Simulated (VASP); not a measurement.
**Geometry relaxation of PtAs₂ (part 3 of 3)**

The same run, continued: PtAs₂ (Pa-3, 12 atoms in the cell); Kohn-Sham DFT of a periodic cell, PBE with D3(BJ), VASP PAW PBE potentials, recommended, no spin polarisation (VASP 6.6.1); cutoff 600 eV, 6×6×6 k-mesh, Gaussian smearing of 0.03 eV. The structure derives from an entry of the Crystallography Open Database.

Geometry of the input (Å; fractional positions):
```
5.9665  0.0000  0.0000
0.0000  5.9665  0.0000
0.0000  0.0000  5.9665
As 0.3830  0.3830  0.3830
As 0.1170  0.6170  0.8830
As 0.8830  0.1170  0.6170
As 0.6170  0.8830  0.1170
As 0.6170  0.6170  0.6170
As 0.8830  0.3830  0.1170
As 0.1170  0.8830  0.3830
As 0.3830  0.1170  0.8830
Pt 0.0000  0.0000  0.0000
Pt 0.5000  0.0000  0.5000
Pt 0.5000  0.5000  0.0000
Pt 0.0000  0.5000  0.5000
```

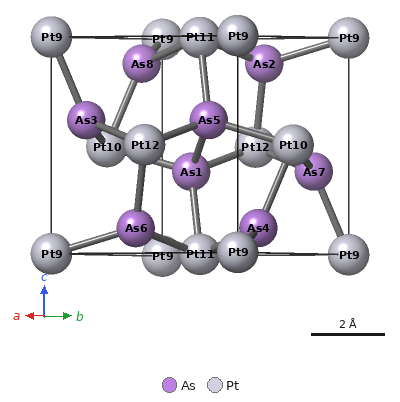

Fig. 1: The geometry at step 2 of the log (ball-and-stick view of the cell of the calculation, seen at an oblique angle; atoms are numbered from 1 in the order of the input).

## Parts of OUTCAR, continued
```
 Free energy of the ion-electron system (eV)
  ---------------------------------------------------
  ext. energy  EPLUGINS =         0.00000000
  ---------------------------------------------------
  free energy    TOTEN  =       -67.88530743 eV

  energy without entropy =      -67.88530743  energy(sigma->0) =      -67.88530743

 E-fermi :   7.5674     XC(G=0): -11.2936     alpha+bet :-12.8640

 val. band max:        7.4414756940   @ k =   0.3333   0.3333   0.0000
 cond. band min:       7.6923792196   @ k =   0.5000   0.5000   0.5000
 fundamental gap:      0.2509035256
 Fermi energy:         7.5673679826

 k-point     1 :       0.0000    0.0000    0.0000
  band No.  band energies     occupation
      1      -6.7891      2.00000
      2      -4.7775      2.00000
      3      -4.7775      2.00000
      4      -4.7775      2.00000
      5      -2.5868      2.00000
      6      -2.5868      2.00000
      7      -2.5868      2.00000
      8      -1.2342      2.00000
      9       1.0462      2.00000
     10       1.0462      2.00000
     11       1.0462      2.00000
     12       1.8467      2.00000
     13       1.8467      2.00000
     14       1.8467      2.00000
     15       2.2163      2.00000
     16       2.2163      2.00000
     17       2.6783      2.00000
     18       2.6783      2.00000
     19       2.6783      2.00000
     20       3.1741      2.00000
     21       3.1741      2.00000
     22       3.1741      2.00000
     23       3.6692      2.00000
     24       3.6692      2.00000
     25       3.6692      2.00000
     26       3.9700      2.00000
     27       3.9700      2.00000
     28       3.9968      2.00000
     29       3.9968      2.00000
     30       4.0504      2.00000
     31       4.1228      2.00000
     32       4.1228      2.00000
     33       4.1228      2.00000
     34       4.9603      2.00000
     35       4.9801      2.00000
     36       4.9801      2.00000
     37       4.9801      2.00000
     38       6.4791      2.00000
     39       6.4791      2.00000
     40       6.4791      2.00000
     41       8.0908      0.00000
     42       8.0908      0.00000
     43       8.0908      0.00000
     44       9.0650      0.00000
     45      11.4542      0.00000
     46      11.4542      0.00000
     47      11.4542      0.00000
     48      12.0204      0.00000

 k-point     2 :       0.1667    0.0000    0.0000
  band No.  band energies     occupation
      1      -6.6837      2.00000
      2      -4.9429      2.00000
      3      -4.7248      2.00000
      4      -4.7196      2.00000
      5      -2.6516      2.00000
      6      -2.6009      2.00000
      7      -2.5927      2.00000
      8      -1.5126      2.00000
      9       1.0846      2.00000
     10       1.1179      2.00000
     11       1.2648      2.00000
     12       1.8302      2.00000
     13       1.9534      2.00000
     14       2.0387      2.00000
     15       2.0471      2.00000
     16       2.0941      2.00000
     17       2.2266      2.00000
     18       2.4852      2.00000
     19       2.4909      2.00000
     20       3.1000      2.00000
     21       3.1915      2.00000
     22       3.4667      2.00000
     23       3.6294      2.00000
     24       3.6471      2.00000
     25       3.7443      2.00000
     26       3.7914      2.00000
     27       3.9010      2.00000
     28       4.0087      2.00000
     29       4.1233      2.00000
     30       4.2106      2.00000
     31       4.2113      2.00000
     32       4.3272      2.00000
     33       4.5330      2.00000
     34       4.6152      2.00000
     35       5.0273      2.00000
     36       5.0981      2.00000
     37       5.3887      2.00000
     38       6.3847      2.00000
     39       6.4707      2.00000
     40       7.0045      2.00000
     41       8.1340      0.00000
     42       8.1504      0.00000
     43       8.1719      0.00000
     44       9.2547      0.00000
     45      11.1004      0.00000
     46      11.2524      0.00000
     47      11.3795      0.00000
     48      11.5301      0.00000

 k-point     3 :       0.3333    0.0000    0.0000
  band No.  band energies     occupation
      1      -6.3786      2.00000
      2      -5.3801      2.00000
      3      -4.6051      2.00000
      4      -4.5935      2.00000
      5      -2.7017      2.00000
      6      -2.6181      2.00000
      7      -2.6019      2.00000
      8      -2.0418      2.00000
      9       1.0419      2.00000
     10       1.2786      2.00000
     11       1.3792      2.00000
     12       1.4045      2.00000
     13       1.7834      2.00000
     14       2.0756      2.00000
     15       2.0787      2.00000
     16       2.2408      2.00000
     17       2.2430      2.00000
     18       2.5630      2.00000
     19       2.6594      2.00000
     20       2.7056      2.00000
     21       3.1286      2.00000
     22       3.4447      2.00000
     23       3.4750      2.00000
     24       3.5901      2.00000
     25       3.7825      2.00000
     26       3.8581      2.00000
     27       3.8974      2.00000
     28       4.0112      2.00000
     29       4.1411      2.00000
     30       4.2695      2.00000
     31       4.2935      2.00000
     32       4.3495      2.00000
     33       4.9083      2.00000
     34       5.0085      2.00000
     35       5.3562      2.00000
     36       5.4553      2.00000
     37       6.0714      2.00000
     38       6.1570      2.00000
     39       6.5400      2.00000
     40       7.1359      2.00000
     41       8.4301      0.00000
     42       8.4811      0.00000
     43       8.5070      0.00000
     44       9.6653      0.00000
     45      10.0097      0.00000
     46      10.7531      0.00000
     47      11.0309      0.00000
     48      11.3689      0.00000

 k-point     4 :       0.5000    0.0000    0.0000
  band No.  band energies     occupation
      1      -5.9139      2.00000
      2      -5.9139      2.00000
      3      -4.5299      2.00000
      4      -4.5299      2.00000
      5      -2.6674      2.00000
      6      -2.6674      2.00000
      7      -2.4506      2.00000
      8      -2.4506      2.00000
      9       1.0522      2.00000
     10       1.0522      2.00000
     11       1.5115      2.00000
     12       1.5115      2.00000
     13       1.6670      2.00000
     14       1.6670      2.00000
     15       2.2455      2.00000
     16       2.2455      2.00000
     17       2.3292      2.00000
     18       2.3292      2.00000
     19       3.1125      2.00000
     20       3.1125      2.00000
     21       3.2324      2.00000
     22       3.2324      2.00000
     23       3.2781      2.00000
     24       3.2781      2.00000
     25       3.8583      2.00000
     26       3.8583      2.00000
     27       3.9744      2.00000
     28       3.9744      2.00000
     29       4.2150      2.00000
     30       4.2150      2.00000
     31       4.2764      2.00000
     32       4.2764      2.00000
     33       5.3624      2.00000
     34       5.3624      2.00000
     35       5.5269      2.00000
     36       5.5269      2.00000
     37       6.2056      2.00000
     38       6.2056      2.00000
     39       6.5966      2.00000
     40       6.5966      2.00000
     41       8.9236      0.00000
     42       8.9236      0.00000
     43       9.0876      0.00000
     44       9.0876      0.00000
     45      10.1471      0.00000
     46      10.1471      0.00000
     47      11.0846      0.00000
     48      11.0846      0.00000

 k-point     5 :       0.1667    0.1667    0.0000
  band No.  band energies     occupation
      1      -6.5790      2.00000
      2      -4.8783      2.00000
      3      -4.8736      2.00000
      4      -4.6737      2.00000
      5      -2.7161      2.00000
      6      -2.6908      2.00000
      7      -2.5574      2.00000
      8      -1.7480      2.00000
      9       1.0942      2.00000
     10       1.3027      2.00000
     11       1.4017      2.00000
     12       1.7640      2.00000
     13       1.8743      2.00000
     14       1.8824      2.00000
     15       1.9760      2.00000
     16       2.1438      2.00000
     17       2.2161      2.00000
     18       2.2873      2.00000
     19       2.6307      2.00000
     20       3.1400      2.00000
     21       3.1621      2.00000
     22       3.3598      2.00000
     23       3.3707      2.00000
     24       3.7200      2.00000
     25       3.7390      2.00000
     26       3.9272      2.00000
     27       3.9278      2.00000
     28       4.0181      2.00000
     29       4.0378      2.00000
     30       4.1609      2.00000
     31       4.4359      2.00000
     32       4.4464      2.00000
     33       4.6949      2.00000
     34       4.7114      2.00000
     35       5.2289      2.00000
     36       5.2614      2.00000
     37       5.5210      2.00000
     38       6.3716      2.00000
     39       6.8120      2.00000
     40       6.8383      2.00000
     41       8.1294      0.00000
     42       8.2866      0.00000
     43       8.3789      0.00000
     44       9.4206      0.00000
     45      10.6622      0.00000
     46      11.0513      0.00000
     47      11.3072      0.00000
     48      11.4049      0.00000

 [... the levels of 18 k-points are left out ...]

 k-point    24 :       0.5000    0.5000    0.5000
  band No.  band energies     occupation
      1      -4.7499      2.00000
      2      -4.7499      2.00000
      3      -4.7499      2.00000
      4      -4.7499      2.00000
      5      -3.5519      2.00000
      6      -3.5519      2.00000
      7      -3.5519      2.00000
      8      -3.5519      2.00000
      9       0.9014      2.00000
     10       0.9014      2.00000
     11       0.9014      2.00000
     12       0.9014      2.00000
     13       1.8437      2.00000
     14       1.8437      2.00000
     15       1.8437      2.00000
     16       1.8437      2.00000
     17       3.6376      2.00000
     18       3.6376      2.00000
     19       3.6376      2.00000
     20       3.6376      2.00000
     21       3.7659      2.00000
     22       3.7659      2.00000
     23       3.7659      2.00000
     24       3.7659      2.00000
     25       4.0974      2.00000
     26       4.0974      2.00000
     27       4.0974      2.00000
     28       4.0974      2.00000
     29       4.1348      2.00000
     30       4.1348      2.00000
     31       4.1348      2.00000
     32       4.1348      2.00000
     33       6.3515      2.00000
     34       6.3515      2.00000
     35       6.3515      2.00000
     36       6.3515      2.00000
     37       6.7221      2.00000
     38       6.7221      2.00000
     39       6.7221      2.00000
     40       6.7221      2.00000
     41       7.6924      0.00000
     42       7.6924      0.00000
     43       7.6924      0.00000
     44       7.6924      0.00000
     45      10.3767      0.00000
     46      10.3767      0.00000
     47      10.3767      0.00000
     48      10.3767      0.00000

------------------------ aborting loop because EDIFF is reached ----------------------------------------

 Edisp (eV)   -6.65633

 E8    (eV) :    -2.9093

  FORCE on cell =-STRESS in cart. coord.  units (eV):
  Direction    XX          YY          ZZ          XY          YZ          ZX
  --------------------------------------------------------------------------------------
  -------------------------------------------------------------------------------------
  Total       0.06436     0.06436     0.06436     0.00000    -0.00000    -0.00000
  in kB       0.47945     0.47945     0.47945     0.00000    -0.00000    -0.00000
  external pressure =        0.48 kB  Pullay stress =        0.00 kB

 VOLUME and BASIS-vectors are now :
 -----------------------------------------------------------------------------
  energy-cutoff  :      600.00
  volume of cell :      215.09
      direct lattice vectors                 reciprocal lattice vectors
     5.991528763  0.000000000 -0.000000000     0.166902312  0.000000000  0.000000000
    -0.000000000  5.991528763  0.000000000    -0.000000000  0.166902312 -0.000000000
    -0.000000000  0.000000000  5.991528763     0.000000000 -0.000000000  0.166902312

 POSITION                                       TOTAL-FORCE (eV/Angst)
 -----------------------------------------------------------------------------------
      2.29514      2.29514      2.29514         0.001080      0.001080      0.001080
      0.70062      3.69639      5.29091        -0.001080     -0.001080      0.001080
      5.29091      0.70062      3.69639         0.001080     -0.001080     -0.001080
      3.69639      5.29091      0.70062        -0.001080      0.001080     -0.001080
      3.69639      3.69639      3.69639        -0.001080     -0.001080     -0.001080
      5.29091      2.29514      0.70062         0.001080      0.001080     -0.001080
      0.70062      5.29091      2.29514        -0.001080      0.001080      0.001080
      2.29514      0.70062      5.29091         0.001080     -0.001080      0.001080
      5.99153      0.00000     -0.00000         0.000000      0.000000      0.000000
      2.99576      0.00000      2.99576         0.000000      0.000000      0.000000
      2.99576      2.99576     -0.00000         0.000000      0.000000      0.000000
      5.99153      2.99576      2.99576         0.000000      0.000000      0.000000
 -----------------------------------------------------------------------------------
    total drift:                                0.000000     -0.000000      0.000000

  FREE ENERGIE OF THE ION-ELECTRON SYSTEM (eV)
  ---------------------------------------------------
  free  energy   TOTEN  =       -74.5416422172 eV

  energy  without entropy=      -74.5416422172  energy(sigma->0) =      -74.54164222

 reached required accuracy - stopping structural energy minimisation
```

## CONTCAR
```
As2Pt
   1.00000000000000
     5.9915287629449967    0.0000000000000000   -0.0000000000000000
    -0.0000000000000000    5.9915287629449967    0.0000000000000000
    -0.0000000000000000    0.0000000000000000    5.9915287629449967
  As              Pt
     8     4
Direct
     0.3830643087032677    0.3830643087032677    0.3830643087032677
     0.1169356912967322    0.6169356912967322    0.8830643087032678
     0.8830643087032678    0.1169356912967322    0.6169356912967322
     0.6169356912967322    0.8830643087032678    0.1169356912967322
     0.6169356912967322    0.6169356912967322    0.6169356912967322
     0.8830643087032678    0.3830643087032677    0.1169356912967322
     0.1169356912967322    0.8830643087032678    0.3830643087032677
     0.3830643087032677    0.1169356912967322    0.8830643087032678
     1.0000000000000000    0.0000000000000000    0.0000000000000000
     0.5000000000000000    0.0000000000000000    0.5000000000000000
     0.5000000000000000    0.5000000000000000    0.0000000000000000
     1.0000000000000000    0.5000000000000000    0.5000000000000000

  0.00000000E+00  0.00000000E+00  0.00000000E+00
  0.00000000E+00  0.00000000E+00  0.00000000E+00
  0.00000000E+00  0.00000000E+00  0.00000000E+00
  0.00000000E+00  0.00000000E+00  0.00000000E+00
  0.00000000E+00  0.00000000E+00  0.00000000E+00
  0.00000000E+00  0.00000000E+00  0.00000000E+00
  0.00000000E+00  0.00000000E+00  0.00000000E+00
  0.00000000E+00  0.00000000E+00  0.00000000E+00
  0.00000000E+00  0.00000000E+00  0.00000000E+00
  0.00000000E+00  0.00000000E+00  0.00000000E+00
  0.00000000E+00  0.00000000E+00  0.00000000E+00
  0.00000000E+00  0.00000000E+00  0.00000000E+00
```

## Trajectory as extended XYZ (Å, eV, eV/Å), 5 frames, from step=0 to step=4
```
12
Lattice="5.9665 0.0000 0.0000 0.0000 5.9665 0.0000 0.0000 0.0000 5.9665" Properties=species:S:1:pos:R:3:forces:R:3 step=0 energy=-74.52463
As    2.2852    2.2852    2.2852   -0.0009  -0.0009  -0.0009
As    0.6981    3.6813    5.2684    0.0009   0.0009  -0.0009
As    5.2684    0.6981    3.6813   -0.0009   0.0009   0.0009
As    3.6813    5.2684    0.6981    0.0009  -0.0009   0.0009
As    3.6813    3.6813    3.6813    0.0009   0.0009   0.0009
As    5.2684    2.2852    0.6981   -0.0009  -0.0009   0.0009
As    0.6981    5.2684    2.2852    0.0009  -0.0009  -0.0009
As    2.2852    0.6981    5.2684   -0.0009   0.0009  -0.0009
Pt    0.0000    0.0000    0.0000    0.0000   0.0000   0.0000
Pt    2.9832    0.0000    2.9832    0.0000   0.0000   0.0000
Pt    2.9832    2.9832    0.0000    0.0000   0.0000   0.0000
Pt    0.0000    2.9832    2.9832    0.0000   0.0000   0.0000
12
Lattice="6.0308 -0.0000 -0.0000 -0.0000 6.0308 0.0000 -0.0000 -0.0000 6.0308" Properties=species:S:1:pos:R:3:forces:R:3 step=1 energy=-74.50379
As    2.3098    2.3098    2.3098    0.0242   0.0242   0.0242
As    0.7056    3.7211    5.3252   -0.0242  -0.0242   0.0242
As    5.3252    0.7056    3.7211    0.0242  -0.0242  -0.0242
As    3.7211    5.3252    0.7056   -0.0242   0.0242  -0.0242
As    3.7211    3.7211    3.7211   -0.0242  -0.0242  -0.0242
As    5.3252    2.3098    0.7056    0.0242   0.0242  -0.0242
As    0.7056    5.3252    2.3098   -0.0242   0.0242   0.0242
As    2.3098    0.7056    5.3252    0.0242  -0.0242   0.0242
Pt    0.0000    0.0000    6.0308    0.0000   0.0000   0.0000
Pt    3.0154    0.0000    3.0154    0.0000   0.0000   0.0000
Pt    3.0154    3.0154    6.0308    0.0000   0.0000   0.0000
Pt    0.0000    3.0154    3.0154    0.0000   0.0000   0.0000
12
Lattice="5.9920 -0.0000 -0.0000 -0.0000 5.9920 0.0000 -0.0000 -0.0000 5.9920" Properties=species:S:1:pos:R:3:forces:R:3 step=2 energy=-74.54160
As    2.2949    2.2949    2.2949    0.0093   0.0093   0.0093
As    0.7011    3.6971    5.2909   -0.0093  -0.0093   0.0093
As    5.2909    0.7011    3.6971    0.0093  -0.0093  -0.0093
As    3.6971    5.2909    0.7011   -0.0093   0.0093  -0.0093
As    3.6971    3.6971    3.6971   -0.0093  -0.0093  -0.0093
As    5.2909    2.2949    0.7011    0.0093   0.0093  -0.0093
As    0.7011    5.2909    2.2949   -0.0093   0.0093   0.0093
As    2.2949    0.7011    5.2909    0.0093  -0.0093   0.0093
Pt    0.0000    0.0000    0.0000    0.0000   0.0000   0.0000
Pt    2.9960    0.0000    2.9960    0.0000   0.0000   0.0000
Pt    2.9960    2.9960    0.0000    0.0000   0.0000   0.0000
Pt    0.0000    2.9960    2.9960    0.0000   0.0000   0.0000
12
Lattice="5.9925 -0.0000 -0.0000 -0.0000 5.9925 0.0000 -0.0000 -0.0000 5.9925" Properties=species:S:1:pos:R:3:forces:R:3 step=3 energy=-74.54159
As    2.2951    2.2951    2.2951    0.0095   0.0095   0.0095
As    0.7011    3.6974    5.2914   -0.0095  -0.0095   0.0095
As    5.2914    0.7011    3.6974    0.0095  -0.0095  -0.0095
As    3.6974    5.2914    0.7011   -0.0095   0.0095  -0.0095
As    3.6974    3.6974    3.6974   -0.0095  -0.0095  -0.0095
As    5.2914    2.2951    0.7011    0.0095   0.0095  -0.0095
As    0.7011    5.2914    2.2951   -0.0095   0.0095   0.0095
As    2.2951    0.7011    5.2914    0.0095  -0.0095   0.0095
Pt    0.0000    0.0000    5.9925    0.0000   0.0000   0.0000
Pt    2.9963    0.0000    2.9963    0.0000   0.0000   0.0000
Pt    2.9963    2.9963    5.9925    0.0000   0.0000   0.0000
Pt    0.0000    2.9963    2.9963    0.0000   0.0000   0.0000
12
Lattice="5.9915 0.0000 -0.0000 -0.0000 5.9915 0.0000 -0.0000 0.0000 5.9915" Properties=species:S:1:pos:R:3:forces:R:3 step=4 energy=-74.54164
As    2.2951    2.2951    2.2951    0.0011   0.0011   0.0011
As    0.7006    3.6964    5.2909   -0.0011  -0.0011   0.0011
As    5.2909    0.7006    3.6964    0.0011  -0.0011  -0.0011
As    3.6964    5.2909    0.7006   -0.0011   0.0011  -0.0011
As    3.6964    3.6964    3.6964   -0.0011  -0.0011  -0.0011
As    5.2909    2.2951    0.7006    0.0011   0.0011  -0.0011
As    0.7006    5.2909    2.2951   -0.0011   0.0011   0.0011
As    2.2951    0.7006    5.2909    0.0011  -0.0011   0.0011
Pt    5.9915    0.0000    0.0000    0.0000   0.0000   0.0000
Pt    2.9958    0.0000    2.9958    0.0000   0.0000   0.0000
Pt    2.9958    2.9958    0.0000    0.0000   0.0000   0.0000
Pt    5.9915    2.9958    2.9958    0.0000   0.0000   0.0000
```
